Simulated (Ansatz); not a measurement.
HfO₂: geometry relaxation (part 4 of 4)

The same run, continued: HfO₂ (27 atoms in the cell); DFT PBEsol, scalar-relativistic, plane waves, PAW, no spin polarisation (Ansatz 0.2.0); cutoff 420 eV, 1×1×4 k-mesh, Gaussian smearing of 0.05 eV. The structure derives from an entry of the Crystallography Open Database. It belongs to a series of runs on one base structure; here: wire along [1 1 1], 27 atoms a period.

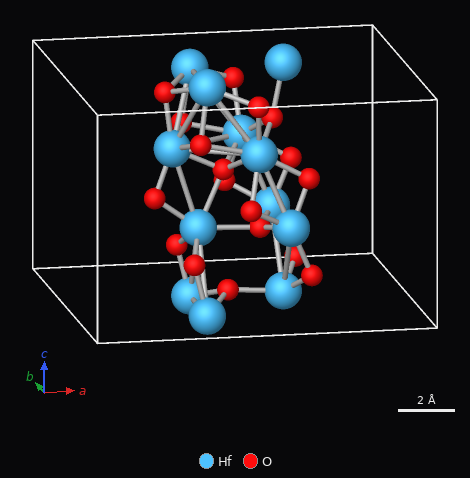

Figure 1. The geometry at step 15 of the log (ball-and-stick view of the cell of the calculation, with the vacuum cut short, seen slightly off an axis).

**Trajectory as extended XYZ, continued**
```
27
Lattice="14.1000 0.0000 0.0000 0.0000 12.9000 0.0000 0.0000 0.0000 8.4507" Properties=species:S:1:pos:R:3:forces:R:3 step=10 energy=-150509.64781 pressure_GPa=0.02
Hf    8.9973    6.4500    0.1958   -0.0336   0.0000   0.0133
Hf    4.9229    6.4500    5.6517   -0.0065   0.0000   0.0302
O     6.7948    6.4500    4.8059    0.0072   0.0000  -0.0012
O     9.7299    8.0059    1.0950   -0.0094   0.0009   0.0140
O     7.3207    3.9654    3.7936    0.0045   0.0039   0.0157
O     5.6010    8.2647    6.1661    0.0302   0.0000  -0.0339
Hf    5.8703    6.4500    2.6806   -0.0266   0.0000  -0.0306
O     8.1291    6.4500    2.6142    0.0142   0.0000  -0.0385
O     4.6485    6.4500    7.7471    0.0190   0.0000  -0.0160
O     9.7299    4.8941    1.0950   -0.0094  -0.0009   0.0140
O     7.3207    8.9346    3.7936    0.0045  -0.0039   0.0157
O     5.6010    4.6353    6.1661    0.0302   0.0000  -0.0339
Hf    5.8895    4.8263   -0.2182   -0.0311   0.0297   0.0383
Hf    8.9162    4.6087    2.9417    0.0151   0.0010  -0.0200
Hf    7.7814    8.1453    5.6890   -0.0521   0.0022   0.0201
O     5.4129    8.0898    1.6832    0.0027  -0.0070   0.0244
O     9.6066    8.1463    4.7066    0.0057   0.0057   0.0056
O     7.6271    4.0937    7.6035    0.0286  -0.0140  -0.0323
O     6.9688    6.4500    0.3287    0.0506   0.0000   0.0014
Hf    5.8895    8.0737   -0.2182   -0.0311  -0.0297   0.0383
Hf    8.9162    8.2913    2.9417    0.0151  -0.0010  -0.0200
Hf    7.7814    4.7547    5.6890   -0.0521  -0.0022   0.0201
O     5.4129    4.8102    1.6832    0.0027   0.0070   0.0244
O     9.6066    4.7537    4.7066    0.0057  -0.0057   0.0056
O     7.6271    8.8063    7.6035    0.0286   0.0140  -0.0323
O     4.2760    6.4500    3.8350    0.0009   0.0000  -0.0015
O     8.6049    6.4500    6.6290   -0.0134   0.0000  -0.0207
27
Lattice="14.1000 0.0000 0.0000 0.0000 12.9000 0.0000 0.0000 0.0000 8.4428" Properties=species:S:1:pos:R:3:forces:R:3 step=12 energy=-150509.65040 pressure_GPa=0.03
Hf    8.9923    6.4500    0.2059    0.0040   0.0000  -0.0101
Hf    4.9233    6.4500    5.6416    0.0008   0.0000   0.0023
O     6.7958    6.4500    4.7905   -0.0241   0.0000   0.0016
O     9.7347    8.0078    1.0937   -0.0014  -0.0003   0.0065
O     7.3285    3.9627    3.7888    0.0040   0.0007  -0.0098
O     5.6037    8.2634    6.1541    0.0069  -0.0015   0.0034
Hf    5.8712    6.4500    2.6737   -0.0009   0.0000  -0.0036
O     8.1376    6.4500    2.5989    0.0042   0.0000  -0.0052
O     4.6468    6.4500    7.7361    0.0038   0.0000  -0.0049
O     9.7347    4.8922    1.0937   -0.0014   0.0003   0.0065
O     7.3285    8.9373    3.7888    0.0040  -0.0007  -0.0098
O     5.6037    4.6366    6.1541    0.0069   0.0015   0.0034
Hf    5.8853    4.8269   -0.2165    0.0046  -0.0049  -0.0017
Hf    8.9253    4.6094    2.9421    0.0006  -0.0116   0.0014
Hf    7.7767    8.1462    5.6845    0.0053  -0.0017   0.0207
O     5.4092    8.0931    1.6840   -0.0041   0.0029   0.0062
O     9.6089    8.1416    4.7094   -0.0056   0.0003  -0.0094
O     7.6220    4.0895    7.5975   -0.0044   0.0002  -0.0011
O     6.9626    6.4500    0.3366    0.0067   0.0000  -0.0111
Hf    5.8853    8.0731   -0.2165    0.0046   0.0049  -0.0017
Hf    8.9253    8.2906    2.9421    0.0006   0.0116   0.0014
Hf    7.7767    4.7538    5.6845    0.0053   0.0017   0.0207
O     5.4092    4.8069    1.6840   -0.0041  -0.0029   0.0062
O     9.6089    4.7584    4.7094   -0.0056  -0.0003  -0.0094
O     7.6220    8.8105    7.5975   -0.0044  -0.0002  -0.0011
O     4.2749    6.4500    3.8264    0.0029   0.0000  -0.0056
O     8.5900    6.4500    6.6291   -0.0093   0.0000   0.0043
27
Lattice="14.1000 0.0000 0.0000 0.0000 12.9000 0.0000 0.0000 0.0000 8.4421" Properties=species:S:1:pos:R:3:forces:R:3 step=15 energy=-150509.61022 pressure_GPa=-0.03
Hf    8.9936    6.4500    0.2067    0.0004   0.0000   0.0021
Hf    4.9229    6.4500    5.6414    0.0026   0.0000  -0.0013
O     6.7942    6.4500    4.7894   -0.0047   0.0000   0.0026
O     9.7359    8.0080    1.0940   -0.0002   0.0000  -0.0005
O     7.3278    3.9636    3.7874   -0.0005  -0.0015   0.0004
O     5.6045    8.2631    6.1541    0.0008  -0.0003   0.0008
Hf    5.8711    6.4500    2.6739    0.0012   0.0000   0.0009
O     8.1388    6.4500    2.5968    0.0005   0.0000  -0.0009
O     4.6473    6.4500    7.7356   -0.0002   0.0000   0.0008
O     9.7359    4.8920    1.0940   -0.0002   0.0000  -0.0005
O     7.3278    8.9364    3.7874   -0.0005   0.0015   0.0004
O     5.6045    4.6369    6.1541    0.0008   0.0003   0.0008
Hf    5.8858    4.8267   -0.2160    0.0013   0.0003   0.0008
Hf    8.9252    4.6085    2.9417    0.0006   0.0000  -0.0016
Hf    7.7765    8.1461    5.6848   -0.0001   0.0003   0.0028
O     5.4090    8.0933    1.6844    0.0007  -0.0018  -0.0021
O     9.6081    8.1419    4.7089   -0.0010   0.0002  -0.0003
O     7.6219    4.0880    7.5970   -0.0013   0.0001  -0.0018
O     6.9637    6.4500    0.3344   -0.0027   0.0000   0.0022
Hf    5.8858    8.0733   -0.2160    0.0013  -0.0003   0.0008
Hf    8.9252    8.2915    2.9417    0.0006   0.0000  -0.0016
Hf    7.7765    4.7539    5.6848   -0.0001  -0.0003   0.0028
O     5.4090    4.8067    1.6844    0.0007   0.0018  -0.0021
O     9.6081    4.7581    4.7089   -0.0010  -0.0002  -0.0003
O     7.6219    8.8120    7.5970   -0.0013  -0.0001  -0.0018
O     4.2745    6.4500    3.8259    0.0008   0.0000  -0.0004
O     8.5878    6.4500    6.6293    0.0014   0.0000  -0.0029
27
Lattice="14.1000 0.0000 0.0000 0.0000 12.9000 0.0000 0.0000 0.0000 8.4166" Properties=species:S:1:pos:R:3:forces:R:3 step=17 energy=-150509.61181 pressure_GPa=-0.00
Hf    8.9897    6.4500    0.2158    0.0033   0.0000  -0.0033
Hf    4.9208    6.4500    5.6210   -0.0076   0.0000  -0.0170
O     6.7935    6.4500    4.7667   -0.0135   0.0000   0.0059
O     9.7464    8.0104    1.0857    0.0002  -0.0027  -0.0004
O     7.3324    3.9647    3.7681    0.0097  -0.0020   0.0050
O     5.6030    8.2636    6.1309    0.0022   0.0034  -0.0010
Hf    5.8750    6.4500    2.6612    0.0094   0.0000   0.0136
O     8.1551    6.4500    2.5809   -0.0109   0.0000  -0.0088
O     4.6414    6.4500    7.7125    0.0036   0.0000   0.0052
O     9.7464    4.8896    1.0857    0.0002   0.0027  -0.0004
O     7.3324    8.9353    3.7681    0.0097   0.0020   0.0050
O     5.6030    4.6364    6.1309    0.0022  -0.0034  -0.0010
Hf    5.8798    4.8249   -0.2132   -0.0047   0.0051  -0.0024
Hf    8.9356    4.6053    2.9322    0.0018  -0.0036  -0.0012
Hf    7.7742    8.1469    5.6685   -0.0028   0.0060  -0.0020
O     5.4027    8.0991    1.6845   -0.0030  -0.0004  -0.0035
O     9.6109    8.1448    4.7024   -0.0045   0.0010   0.0035
O     7.6172    4.0862    7.5795    0.0008  -0.0015  -0.0003
O     6.9546    6.4500    0.3431   -0.0008   0.0000   0.0063
Hf    5.8798    8.0751   -0.2132   -0.0047  -0.0051  -0.0024
Hf    8.9356    8.2947    2.9322    0.0018   0.0036  -0.0012
Hf    7.7742    4.7531    5.6685   -0.0028  -0.0060  -0.0020
O     5.4027    4.8009    1.6845   -0.0030   0.0004  -0.0035
O     9.6109    4.7552    4.7024   -0.0045  -0.0010   0.0035
O     7.6172    8.8138    7.5795    0.0008   0.0015  -0.0003
O     4.2728    6.4500    3.8067    0.0054   0.0000   0.0032
O     8.5756    6.4500    6.6137    0.0117   0.0000  -0.0004
```

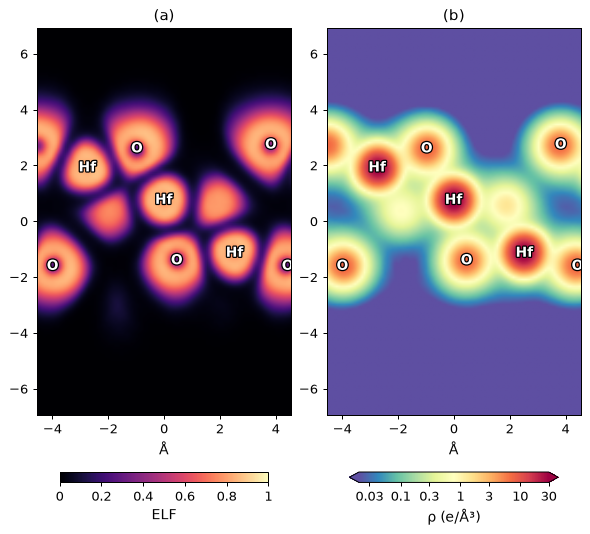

Figure 2. (a) ELF; (b) valence electron density on the (010) plane of the calculation cell, a cut from vacuum to vacuum. Hf–O (1.90 Å): the density is about 1.3 e/Å³ at the midpoint, with its minimum of 1.2 e/Å³ about 1.0 Å from Hf; the ELF peaks at about 0.80 in the valence shell of O, 0.5 Å from its nucleus, and drops to about 0.25 between the two atoms. Hf–Hf (2.98 Å): the density is about 0.29 e/Å³ at the midpoint; the ELF is about 0.15 at the midpoint. Hf–O (1.96 Å): ρ at the midpoint is about 1.1 e/Å³; the ELF peaks at about 0.80 in the valence shell of O, 0.5 Å from its nucleus, and drops to about 0.25 between the two atoms. Hf–O (2.08 Å): the density is about 0.8 e/Å³ at the midpoint; the ELF peaks at about 0.80 in the valence shell of O, 0.6 Å from its nucleus, and drops to about 0.20 between the two atoms. Hf–O (2.10 Å): the density is about 0.76 e/Å³ at the midpoint; the ELF peaks at about 0.80 in the valence shell of O, 0.6 Å from its nucleus, and drops to about 0.20 between the two atoms. The density dies away to nearly zero in the vacuum. The strong features right at Hf lie inside the PAW spheres (semicore, d or f shells) and say nothing about bonding. The fields are those of the smooth PAW valence density.

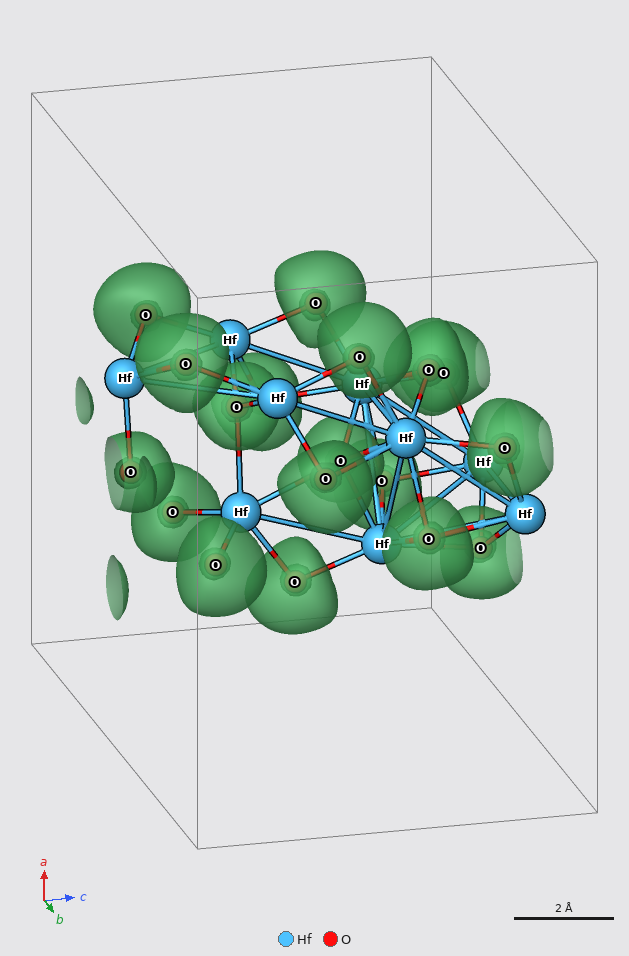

Figure 3. Isosurface of the ELF at 0.65 (green), seen from the side, at a tilt. Only the valence region is drawn (cores and ρ < 0.01 e/Å³ removed). Sticks mark near contacts. Values along the shortest contacts: Hf–O (1.90 Å): the ELF peaks at about 0.80 in the valence shell of O, 0.5 Å from its nucleus, and drops to about 0.25 between the two atoms. Hf–Hf (2.98 Å): the ELF is about 0.15 at the midpoint.

The run was set up as follows.

**Input**
```yaml
crystal:
  lattice:
    - [14.1, 0.0, 0.0]
    - [0.0, 12.9, 0.0]
    - [0.0, 0.0, 8.7363021697]
  atoms:
    - { symbol: Hf, position: [0.6095301154, 0.5, 0.0] }
    - { symbol: Hf, position: [0.3174498077, 0.5, 0.6666666667] }
    - { symbol: O, position: [0.4634899615, 0.5, 0.5833333333] }
    - { symbol: O, position: [0.6825501923, 0.6382395514, 0.0833333333] }
    - { symbol: O, position: [0.5365100385, 0.3617604486, 0.4166666667] }
    - { symbol: O, position: [0.3904698846, 0.6382395514, 0.75] }
    - { symbol: Hf, position: [0.4634899615, 0.5, 0.3333333333] }
    - { symbol: O, position: [0.6095301154, 0.5, 0.25] }
    - { symbol: O, position: [0.3174498077, 0.5, 0.9166666667] }
    - { symbol: O, position: [0.6825501923, 0.3617604486, 0.0833333333] }
    - { symbol: O, position: [0.5365100385, 0.6382395514, 0.4166666667] }
    - { symbol: O, position: [0.3904698846, 0.3617604486, 0.75] }
    - { symbol: Hf, position: [0.3904698846, 0.3617604486, 0.0] }
    - { symbol: Hf, position: [0.6825501923, 0.3617604486, 0.3333333333] }
    - { symbol: Hf, position: [0.5365100385, 0.6382395514, 0.6666666667] }
    - { symbol: O, position: [0.3904698846, 0.6382395514, 0.25] }
    - { symbol: O, position: [0.6825501923, 0.6382395514, 0.5833333333] }
    - { symbol: O, position: [0.5365100385, 0.3617604486, 0.9166666667] }
    - { symbol: O, position: [0.4634899615, 0.5, 0.0833333333] }
    - { symbol: Hf, position: [0.3904698846, 0.6382395514, 0.0] }
    - { symbol: Hf, position: [0.6825501923, 0.6382395514, 0.3333333333] }
    - { symbol: Hf, position: [0.5365100385, 0.3617604486, 0.6666666667] }
    - { symbol: O, position: [0.3904698846, 0.3617604486, 0.25] }
    - { symbol: O, position: [0.6825501923, 0.3617604486, 0.5833333333] }
    - { symbol: O, position: [0.5365100385, 0.6382395514, 0.9166666667] }
    - { symbol: O, position: [0.3174498077, 0.5, 0.4166666667] }
    - { symbol: O, position: [0.6095301154, 0.5, 0.75] }
basis:
  ecutwfc: 420
kpoints:
  mp_grid: { grid: [1, 1, 4] }
hamiltonian:
  xc: pbesol
scf:
  occupations: { method: gaussian, width: 0.05 }
output:
  forces: true
  stress: true
  eigenvalues: true
  populations: true
  write_density: true
  write_potential: true
  elf: true
  volumetric_format: npy
relax:
  adjacent_minimum: "off"
  f_tol: 0.02
  max_steps: 45
  cell: { fix: [a, b, alpha, beta, gamma], stress_tol: 0.03 }
```

Run as:
```bash
ansatz run input.yaml --threads 4 --pin off --max-ram 11264MiB --backend cpu --events-out ev --progress --plain --runs-dir out
```

**Key numbers**

| quantity | value |
| --- | --- |
| outcome | converged |
| electrons treated | 342 |
| free energy | −150509.6118 eV |
| Fermi energy | −0.415 eV |
| gap on the k-point mesh | 3.50 eV |
| final volume | 1530.89 Å³ |
| largest force (length of the vector) at the end | 0.019 eV/Å |
| hardware | 4 threads of Intel Xeon @ 2.90GHz (Ice Lake), 192 GiB of memory available, shared host |
| wall time | 7.9 min (CPU time 30 min) |
| peak memory | 3.5 GiB |

**Remarks**

The program warns: the exchange-correlation potential is rough where the density is thin. Spin–orbit coupling is left out, which matters for Hf.
